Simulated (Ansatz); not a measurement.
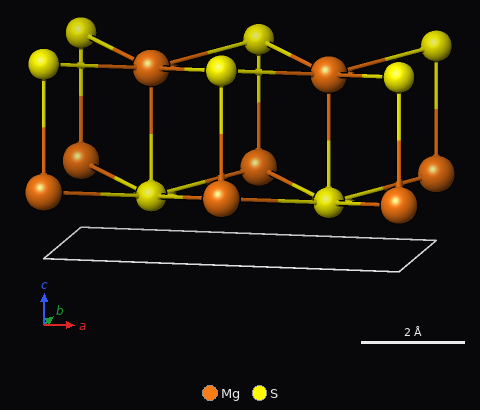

Lattice vibrations of a free-standing layer of MgS (a generated structure), at the zone centre. A ball-and-stick model of the 2 × 1 repeat of the cell, outlined in the plane, without the vacuum, seen slightly off an axis.

Level of theory: DFT PBE+D3(BJ), scalar-relativistic, plane waves, PAW (Ansatz 0.2.0). Set-up: plane-wave cutoff 420 eV; k-point mesh 6 × 6 × 1; occupations fixed; no spin polarisation.

Frequencies are those without the non-analytic (LO–TO) term.

Question: List the optical modes.

Answer: The calculation's cell holds 4 atoms, so there are 9 optical modes, in 6 levels. The optical modes span 2E_g + 2A₁g + E_u + A₂u. No level is unstable.

```json
{"level": "1", "symmetry": "E_g", "frequency (cm⁻¹)": "134", "activity": "Raman-active"}
{"level": "2", "symmetry": "A₁g", "frequency (cm⁻¹)": "206", "activity": "Raman-active"}
{"level": "3", "symmetry": "A₁g", "frequency (cm⁻¹)": "248", "activity": "Raman-active"}
{"level": "4", "symmetry": "E_u", "frequency (cm⁻¹)": "284", "activity": "infrared-active"}
{"level": "5", "symmetry": "E_g", "frequency (cm⁻¹)": "297", "activity": "Raman-active"}
{"level": "6", "symmetry": "A₂u", "frequency (cm⁻¹)": "338", "activity": "infrared-active"}
```

The displacement patterns (one member of each degenerate set):

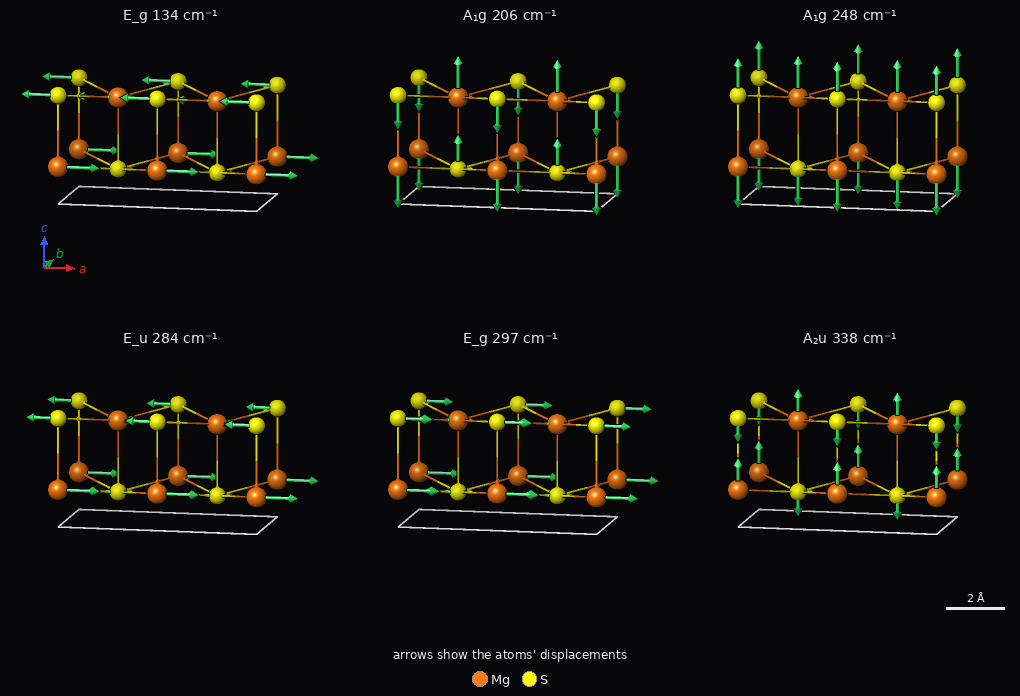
